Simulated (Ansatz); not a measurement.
**MgSn5: densities and their changes**

Space group P-6m2; the calculation finds a residual pressure of about −2 GPa at this fixed cell. The cell comes from a database of computed structures, not from a measurement.

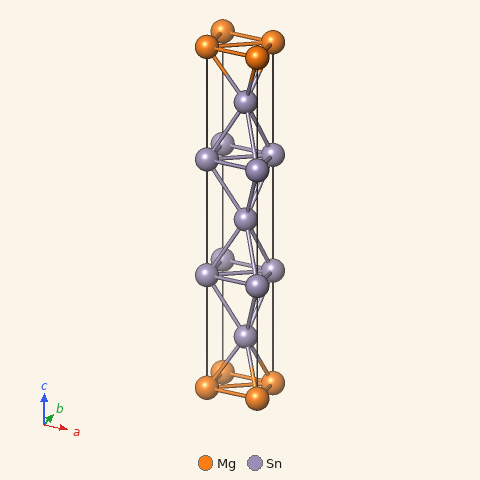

The conventional cell.

```yaml
crystal:
  lattice:
    - [3.32017, 0.00000, 0.00000]
    - [-1.66009, 2.87535, 0.00000]
    - [0.00000, 0.00000, 16.88908]
  atoms:
    - { symbol: Mg, position: [0.00000, 0.00000, 0.00000] }
    - { symbol: Sn, position: [0.66667, 0.33333, 0.84389] }
    - { symbol: Sn, position: [0.00000, 0.00000, 0.66969] }
    - { symbol: Sn, position: [0.66667, 0.33333, 0.50000] }
    - { symbol: Sn, position: [0.00000, 0.00000, 0.33031] }
    - { symbol: Sn, position: [0.66667, 0.33333, 0.15612] }
```

Method: DFT PBEsol, scalar-relativistic, plane waves, PAW (Ansatz).

Core electrons are frozen (PAW), so the maps are meaningful between the atoms, not at the nuclei.

### 1. Bonding charge

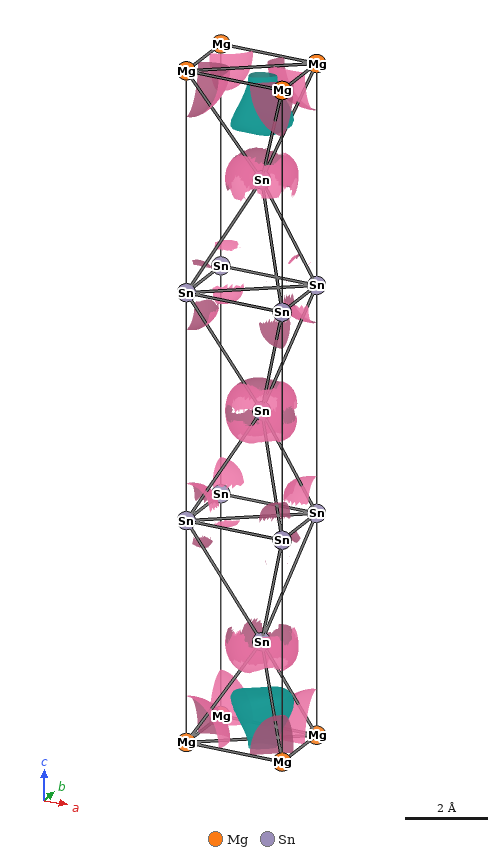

Bonding charge density, ρ(crystal) − Σ ρ(neutral atoms): teal surfaces at +0.015 and pink ones at −0.015 e/Å³, in the conventional cell seen slightly off an axis (the regions close to the nuclei are left out). Cores are masked to 0.9 Å (Mg) and 0.9 Å (Sn).

> Where does charge go when the atoms form this crystal?

Mg–Sn (3.26 Å): Δρ is +0.012 e/Å³ at the midpoint.
- Mg–Mg (3.32 Å): Δρ is about zero at the midpoint.
- Sn–Sn (3.32 Å): Δρ is +0.013 e/Å³ at the midpoint.
- Over the whole cell, outside the masked cores, the largest gain, 0.03 e/Å³, lies 1.7 Å from a tin nucleus and 2.1 Å from a magnesium one, and the largest loss lies at the edge of the masked core of Mg.
- In all about 0.10 e an atom is rearranged against the free atoms.

### 2. One group of states

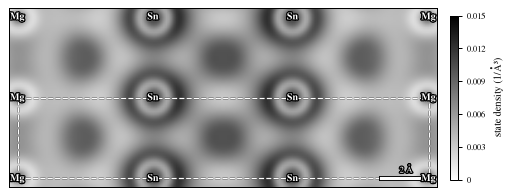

Density of the Kohn–Sham states from −0.25 to +0.25 eV about the Fermi level (the states at the Fermi level), scaled to one electron a cell: a map on the (11̄0) plane of the conventional cell.

> What is the character of these states?

Löwdin projections on the PAW files' atomic orbitals give Sn 5p (80 %) and Sn 5s (15 %). In space (atomic cells sized by Bader volumes) the density divides as Sn about 90 % and Mg about 10 %.

### 3. Moving an atom

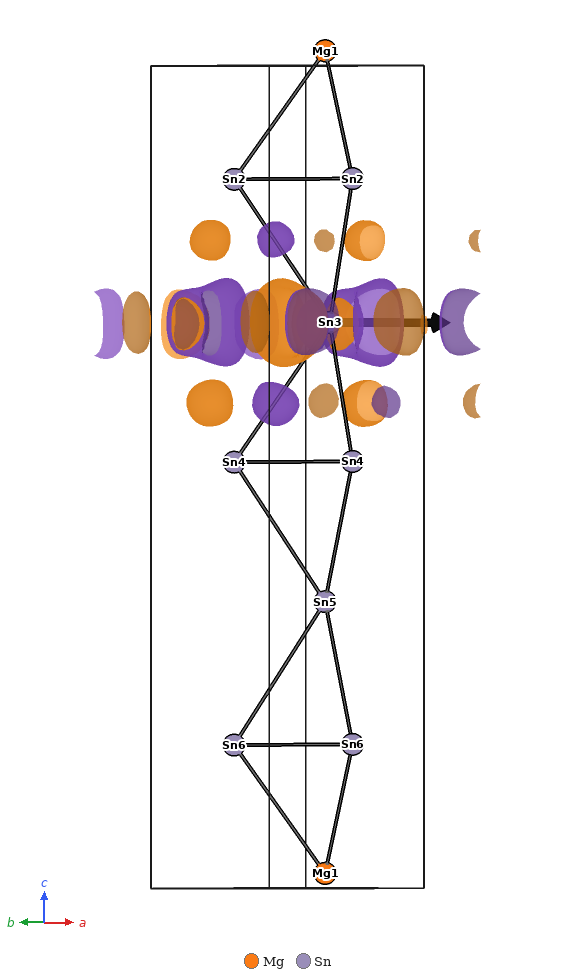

Sn3 was moved by 0.10 Å along [1 0 0] in the axes of the cell drawn (arrow, not to scale). Change of the density less the rigid motion of the neutral atom's own density: orange surfaces at +0.0015 and purple ones at −0.0015 e/Å³, in the cell of the calculation (origin moved) seen at an oblique angle.

> Describe the electronic response.

About 0.02 e is rearranged in the cell. Outside the cores the largest gain, 0.006 e/Å³, lies 1.0 Å from a tin nucleus, and the largest loss lies at the edge of the masked core of Sn.

> What restoring force does the calculation give for this move?

The force on it changes by 0.02 eV/Å along the move, in its direction: the position is unstable to this sublattice shift.

### 4. Taking out a sublattice

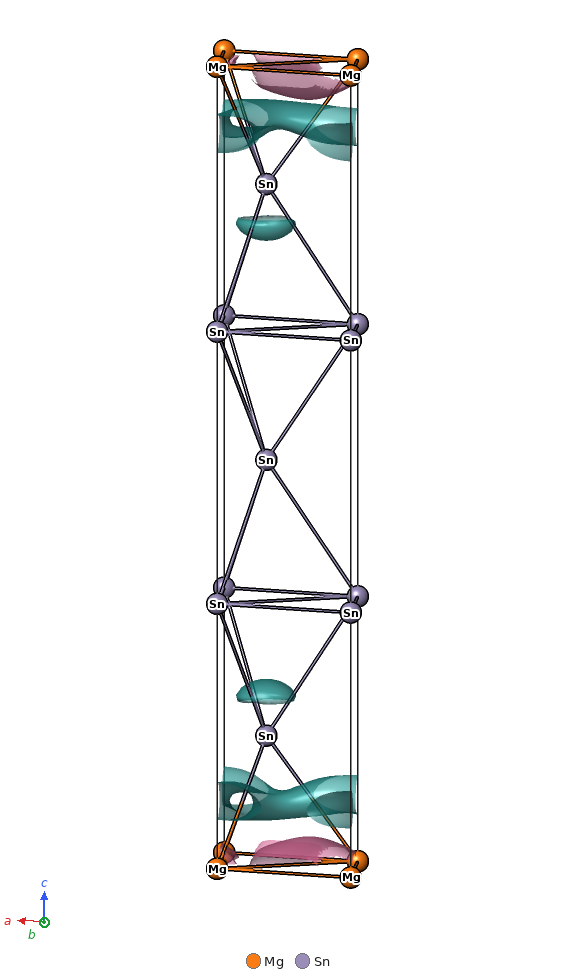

*Density of the crystal less the densities of its Mg sublattice and of the rest (Sn), each computed alone with the atoms in place (the rest without spin, the Mg sublattice without): teal surfaces at +0.015 and pink ones at −0.015 e/Å³, in the conventional cell seen at an oblique angle (the regions close to the nuclei are left out). Cores are masked to 0.9 Å (Mg) and 0.9 Å (Sn).*

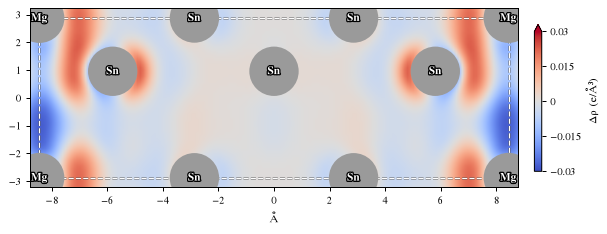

Second picture: a map on the (110) plane of the conventional cell, with grey discs over the atomic cores.

> Which way does charge flow, and where does it go?

Over the whole cell, outside the masked cores, the largest gain, 0.02 e/Å³, lies 1.6 Å from a magnesium nucleus and 1.6 Å from a tin one, and the largest loss, 0.03 e/Å³, lies 1.9 Å from a magnesium nucleus.
- About 0.3 e is rearranged for each Mg atom.
- By Bader's partition Mg carries +0.94 e, so it gives electrons to the rest. Among metals such charges hang on how the charge between the atoms is shared out.

> How much energy binds the Mg sublattice to the rest, with both frozen?

E(crystal) − E(Mg sublattice) − E(rest) is −1.6 eV for each Mg atom (negative: bound). The references are the frozen sublattices, not the elements, so this isn't a formation energy. A moment in a sublattice run without spin would make it less negative.

Run times: 25 s (base cell), 21 s (state densities), 56 s (moved atom), 17 s (the rest) and 2.9 s (sublattice Mg), on 2 threads of Arm Neoverse V1, with other jobs on the host.
